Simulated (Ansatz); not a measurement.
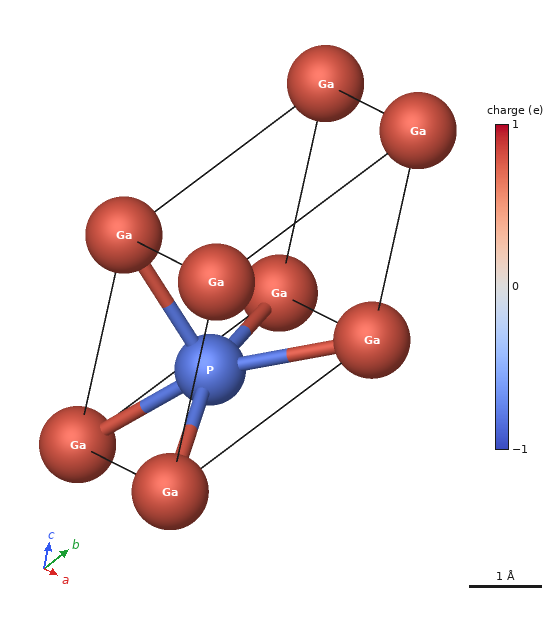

A ball-and-stick picture of a crystal structure, seen slightly off an axis. The edges of the simulation cell are marked. The atoms of this GaP cell are coloured by their Bader charge.

Calculation details: Ansatz, DFT, PAW plane waves, PBE; a cutoff energy of 420 eV, a 12×12×12 grid in reciprocal space, Fermi-Dirac smearing of 0.1 eV, no spin polarisation.

### Which atoms are positive and which negative?

Most positive: Ga; most negative: P. Charges: about Ga +0.8 e; P -0.8 e.

The geometry is that of a generated cell, made by putting these elements into a known structure type (the compound may or may not exist in this form), without relaxation. It was run through Ansatz as a DFT input.
